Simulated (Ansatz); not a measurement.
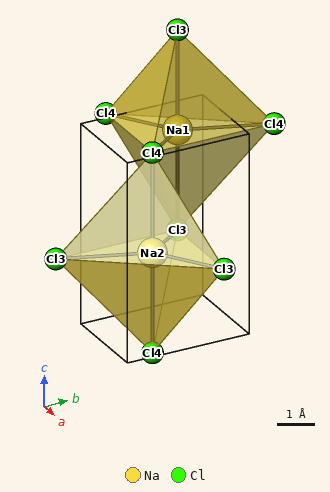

Fig. 1: The structure of the first run (polyhedral view of the cell of the calculation, seen slightly off an axis; polyhedra are completed across the faces of the cell; atoms are numbered from 1 in the order of the input). An atom can appear more than once, as a periodic image.

## Two runs on NaCl

System: NaCl (P6₃/mmc, 4 atoms in the cell).
Method of the first run: DFT, r2SCAN, plane waves, PAW, no spin polarisation (Ansatz 0.2.0).

The structure was built on a prototype by a generator. The geometry comes from this level: PBE. Text and figures count atoms from 1; the logs count them from 0 in places.

### Input file, the first run
```yaml
crystal:
  lattice:
    - [4.7799438101, 0.0, 0.0]
    - [-2.389971905, 4.1395527682, 0.0]
    - [0.0, 0.0, 5.65806259]
  atoms:
    - { symbol: Na, position: [0.3333333333, 0.6666666667, -0.0625107037] }
    - { symbol: Na, position: [0.6666666667, 0.3333333333, 0.4374892963] }
    - { symbol: Cl, position: [0.3333333333, 0.6666666667, 0.4375107037] }
    - { symbol: Cl, position: [0.6666666667, 0.3333333333, 0.9375107037] }
kpoints:
  mp_grid: { grid: [6, 6, 4] }
hamiltonian:
  xc: r2scan
scf:
  occupations: { method: fermi_dirac, width: 0.02 }
relax:
  f_tol: 0.005
  cell: {}
```

Launched with:
```bash
ansatz run input.yaml --threads 2 --pin off --max-ram 2211MiB --backend cpu --events-out ev --progress --plain --runs-dir out
```

Hardware: 2 threads of Arm Neoverse V1, 24 GiB of memory available, shared host.

### Output, shortened to warnings, some set-up lines, iterations and results (the first run)
```
Basis set: ecut = 500 eV, 2859 PW (Γ), exchange–correlation on 144×144×180 points (64 copies of the dense FFT grid, shifted against one another)
Symmetry: 12 space group operations
k-points: 21 of 144 (time reversal used)
Initial density: superposition of atomic densities (neutral atoms: chi_scale 0, normalization atom), corrected by the library's trained network
[...]
SCF iter   1: F=—  HF=-5152.385010 eV  |F-HF|=—  |Δ(HF+E_count)|=         —  Δρ=6.28e-3  dr2=2.08e-2  dr2_τ=3.00e-3  ethr=1.77e-3  ⟨swp⟩=5.8  Hψ=1988  notcnv=0
SCF iter   2: F=—  HF=-5152.406778 eV  |F-HF|=—  |Δ(HF+E_count)|=   2.18e-2  Δρ=2.15e-3  dr2=2.45e-3  dr2_τ=4.69e-4  ethr=6.50e-5  ⟨swp⟩=3.0  Hψ=1092  notcnv=0
SCF iter   3: F=—  HF=-5152.407047 eV  |F-HF|=—  |Δ(HF+E_count)|=   2.70e-4  Δρ=6.19e-4  dr2=2.49e-4  dr2_τ=1.66e-5  ethr=7.65e-6  ⟨swp⟩=2.0  Hψ=800  notcnv=0
SCF iter   4: F=—  HF=-5152.407141 eV  |F-HF|=—  |Δ(HF+E_count)|=   9.41e-5  Δρ=7.68e-5  dr2=4.52e-6  dr2_τ=1.31e-6  ethr=7.78e-7  ⟨swp⟩=2.0  Hψ=748  notcnv=0
SCF iter   5: F=—  HF=-5152.407138 eV  |F-HF|=—  |Δ(HF+E_count)|=   3.80e-6  Δρ=2.48e-5  dr2=4.61e-7  dr2_τ=3.23e-8  ethr=1.41e-8  ⟨swp⟩=2.0  Hψ=594  notcnv=0
[... 20 lines ...]
SCF iter   3: F=—  HF=-5152.418248 eV  |F-HF|=—  |Δ(HF+E_count)|=   3.09e-7  Δρ=1.67e-6  dr2=4.52e-9  dr2_τ=4.63e-10  ethr=2.69e-10  ⟨swp⟩=2.0  Hψ=588  notcnv=0
SCF iter   4: F=—  HF=-5152.418248 eV  |F-HF|=—  |Δ(HF+E_count)|=   7.29e-9  Δρ=7.58e-7  dr2=4.18e-10  dr2_τ=8.87e-11  ethr=1.41e-11  ⟨swp⟩=3.0  Hψ=804  notcnv=0
SCF iter   5: F=-5152.418248 eV  HF=-5152.418248 eV  |F-HF|=6.37e-12  |Δ(HF+E_count)|=  9.49e-10  Δρ=1.23e-7  dr2=9.30e-12  dr2_τ=3.06e-12  ethr=1.00e-12  ⟨swp⟩=3.0  Hψ=1552  …
SCF 4 converged in 5 iterations: F = -5152.418248 eV  dr2 = 9.30e-12
relax step   4: F+E_penalty+E_count = -5152.41824809 eV  Δ(F+E_penalty+E_count) = +3.272e-4 eV  max|allowed force component| = 1.639e-5 eV/Å  Δτ_max = 0.0000 Å  P = +0.019 …
basis re-selected at this cell: Δ(F+E_penalty+E_count) = +3.272e-4 eV, ΔP = -0.002 GPa vs the last step (what re-selecting the basis moved, of the pressure what is left beyond the Pulay correction that the steps carried, after the strain that the cell walked since its last selection, with what the …
SCF converged after 5 iterations
Free energy (F): -5152.418248 eV
Harris-Foulkes:  -5152.418248 eV  (|F-HF|=6.37e-12)
Internal energy: -5152.418248 eV  (E = F + TS)
E sigma→0 (E₀):  -5152.418248 eV
Fermi energy:    2.160266 eV
--- Per-component energies (eV) ---
  E_band       = -541.021379
  E_kinetic    = 565.358454
  E_local      = -3424.463527  (includes V_loc(G=0)·N_el)
  E_nonlocal   = 288.468324
  E_hartree    = 1242.021894
  E_xc         = -283.224188
  E_vxc        = -382.430151  (∫ρ·V_xc dr)
  E_paw        = -1868.729397  (= ΣΔE_a)
  E_vpaw       = -96.572473  (= ΣTr[D̂ρ^β])
  E_aug_tail   = 0.000069  (compensation charges beyond the density's cutoff)
  E_vtau       = 24.574084  (kinetic-family band-sum trace: ∫τ·v_τ [+ j·A + Jᵃ·Aᵃ] dr)
  E_ewald      = -1671.524529
  E_core_change = -0.325348  (= ΣΔE_core)
  E_smearing   = -0.000000  (= −TS)
  E_closure    = -0.000000  (closes the sum)
  Σ components = -5152.418248   (vs F -5152.418248, Δ=0.00e0)
--- Forces (eV/Å), atoms counted from 1 ---
  atom   1  Na     0.00000000     0.00000000     0.00006363
  atom   2  Na    -0.00000000    -0.00000000     0.00006363
  atom   3  Cl     0.00000000    -0.00000000     0.00009641
  atom   4  Cl    -0.00000000     0.00000000     0.00009641
  max |Σ_I F_I| component: 3.20e-4 eV/Å
--- Stress (GPa, compression-positive) ---
        0.009602      -0.000000      -0.000000
       -0.000000       0.009602      -0.000000
        0.000000       0.000000       0.037815
  P = ⅓ Tr σ = 0.0190 GPa (0.190 kbar)
--- Relaxed structure (3 steps of the walk, 3 accepted, 1 SCFs on fresh bases) ---
  F+E_penalty+E_count = -5152.41824809 eV   max|allowed force component| = 1.639e-5 eV/Å   (the final SCF, on the basis selected at the relaxed cell)
  cell:  # Å, volume = 107.5047 Å³
    - [4.721075545041501, -2.8512108357195306e-11, 1.591722579456702e-35]
    - [-2.3605377724960586, 4.08857135520566, -2.1743334792984997e-35]
    - [1.8841363702660382e-35, -1.8841363702660382e-35, 5.569483065399596]
  atoms:
[...]
```

For the second run the input was changed thus:
```diff
-  xc: r2scan
+  xc: pbesol
```

How does the second run compare with the first run?

The total energies belong to different methods, so their difference says nothing on which is more stable or more accurate. The volume per atom goes from 26.88 to 26.84 Å³. The functional changes from r2SCAN to PBEsol. The number of SCF iterations is the same. The default cutoff goes from 500 to 420 eV with the change. On the same kind of shared host the second run took about 0.35 times as long.

### Output, shortened to warnings, some set-up lines, iterations and results (the second run)
```
Basis set: ecut = 420 eV, 2221 PW (Γ), exchange–correlation on 64×64×80 points (8 copies of the dense FFT grid, shifted against one another)
Symmetry: 12 space group operations
k-points: 21 of 144 (time reversal used)
Initial density: superposition of atomic densities (neutral atoms: chi_scale 0, normalization atom), corrected by the library's trained network
[...]
SCF iter   1: F=—  HF=-5080.377978 eV  |F-HF|=—  |Δ(HF+E_count)|=         —  Δρ=2.48e-3  dr2=7.30e-3  ethr=1.77e-3  ⟨swp⟩=6.2  Hψ=1875  notcnv=0
SCF iter   2: F=—  HF=-5080.371523 eV  |F-HF|=—  |Δ(HF+E_count)|=   6.45e-3  Δρ=1.01e-3  dr2=1.17e-3  ethr=2.28e-5  ⟨swp⟩=2.1  Hψ=818  notcnv=0
SCF iter   3: F=—  HF=-5080.371320 eV  |F-HF|=—  |Δ(HF+E_count)|=   2.04e-4  Δρ=2.80e-4  dr2=6.12e-5  ethr=3.65e-6  ⟨swp⟩=3.0  Hψ=828  notcnv=0
SCF iter   4: F=—  HF=-5080.371515 eV  |F-HF|=—  |Δ(HF+E_count)|=   1.95e-4  Δρ=1.31e-4  dr2=2.73e-5  ethr=1.91e-7  ⟨swp⟩=2.7  Hψ=754  notcnv=0
SCF iter   5: F=—  HF=-5080.371510 eV  |F-HF|=—  |Δ(HF+E_count)|=   4.72e-6  Δρ=6.72e-5  dr2=5.65e-6  ethr=8.54e-8  ⟨swp⟩=2.3  Hψ=534  notcnv=0
[... 20 lines ...]
SCF iter   3: F=—  HF=-5080.382777 eV  |F-HF|=—  |Δ(HF+E_count)|=   3.31e-8  Δρ=2.98e-6  dr2=3.01e-9  ethr=3.84e-11  ⟨swp⟩=2.0  Hψ=668  notcnv=0
SCF iter   4: F=—  HF=-5080.382777 eV  |F-HF|=—  |Δ(HF+E_count)|=   1.27e-8  Δρ=8.51e-7  dr2=4.04e-10  ethr=9.41e-12  ⟨swp⟩=2.8  Hψ=722  notcnv=0
SCF iter   5: F=-5080.382777 eV  HF=-5080.382777 eV  |F-HF|=1.07e-10  |Δ(HF+E_count)|=   1.66e-9  Δρ=1.62e-7  dr2=2.67e-11  ethr=1.00e-12  ⟨swp⟩=3.0  Hψ=1824  notcnv=0
SCF 4 converged in 5 iterations: F = -5080.382777 eV  dr2 = 2.67e-11
relax step   4: F+E_penalty+E_count = -5080.38277709 eV  Δ(F+E_penalty+E_count) = +6.143e-5 eV  max|allowed force component| = 7.455e-6 eV/Å  Δτ_max = 0.0000 Å  P = +0.026 …
basis re-selected at this cell: Δ(F+E_penalty+E_count) = +6.143e-5 eV, ΔP = +0.001 GPa vs the last step (what re-selecting the basis moved, of the pressure what is left beyond the Pulay correction that the steps carried, after the strain that the cell walked since its last selection, with what the …
SCF converged after 5 iterations
Free energy (F): -5080.382777 eV
Harris-Foulkes:  -5080.382777 eV  (|F-HF|=1.07e-10)
Internal energy: -5080.382777 eV  (E = F + TS)
E sigma→0 (E₀):  -5080.382777 eV
Fermi energy:    2.179206 eV
--- Per-component energies (eV) ---
  E_band       = -507.879525
  E_kinetic    = 565.107050
  E_local      = -3419.450946  (includes V_loc(G=0)·N_el)
  E_nonlocal   = 289.679290
  E_hartree    = 1236.413106
  E_xc         = -289.754753
  E_vxc        = -343.340319  (∫ρ·V_xc dr)
  E_paw        = -1790.663922  (= ΣΔE_a)
  E_vpaw       = -72.700800  (= ΣTr[D̂ρ^β])
  E_aug_tail   = 0.000156  (compensation charges beyond the density's cutoff)
  E_ewald      = -1671.979010
  E_core_change = 0.266252  (= ΣΔE_core)
  E_smearing   = -0.000000  (= −TS)
  E_closure    = 0.000000  (closes the sum)
  Σ components = -5080.382777   (vs F -5080.382777, Δ=0.00e0)
--- Forces (eV/Å), atoms counted from 1 ---
  atom   1  Na    -0.00000000    -0.00000000    -0.00000746
  atom   2  Na     0.00000000     0.00000000    -0.00000746
  atom   3  Cl    -0.00000000    -0.00000000     0.00000745
  atom   4  Cl     0.00000000     0.00000000     0.00000745
  max |Σ_I F_I| component: 1.40e-8 eV/Å
--- Stress (GPa, compression-positive) ---
        0.020196      -0.000000      -0.000000
       -0.000000       0.020196      -0.000000
       -0.000000      -0.000000       0.037209
  P = ⅓ Tr σ = 0.0259 GPa (0.259 kbar)
--- Relaxed structure (3 steps of the walk, 3 accepted, 1 SCFs on fresh bases) ---
  F+E_penalty+E_count = -5080.38277709 eV   max|allowed force component| = 7.455e-6 eV/Å   (the final SCF, on the basis selected at the relaxed cell)
  cell:  # Å, volume = 107.3528 Å³
    - [4.722041839097334, -2.851794349306787e-11, 1.802625821236229e-33]
    - [-2.3610209195239698, 4.089408190405541, -2.6795420351649177e-33]
    - [2.133784439326288e-33, -2.4305359176431895e-33, 5.559337147001217]
  atoms:
    - { symbol: Na, position: [0.33333333333333326, 0.6666666666666665, -0.06249955803385701] }
[...]
```

### The two runs side by side

| quantity | the first run | the second run |
| --- | --- | --- |
| outcome | converged | converged |
| free energy per atom (eV) | −1288.1046 | −1270.0957 |
| pressure (GPa) | 0.02 | 0.03 |
| volume per atom (Å³) | 26.88 | 26.84 |
| largest force (eV/Å) | 0.000 | 0.000 |
| SCF iterations | 22 | 22 |
| irreducible k-points | 21 | 21 |
| wall time (shared host) | 21 s | 7.5 s |
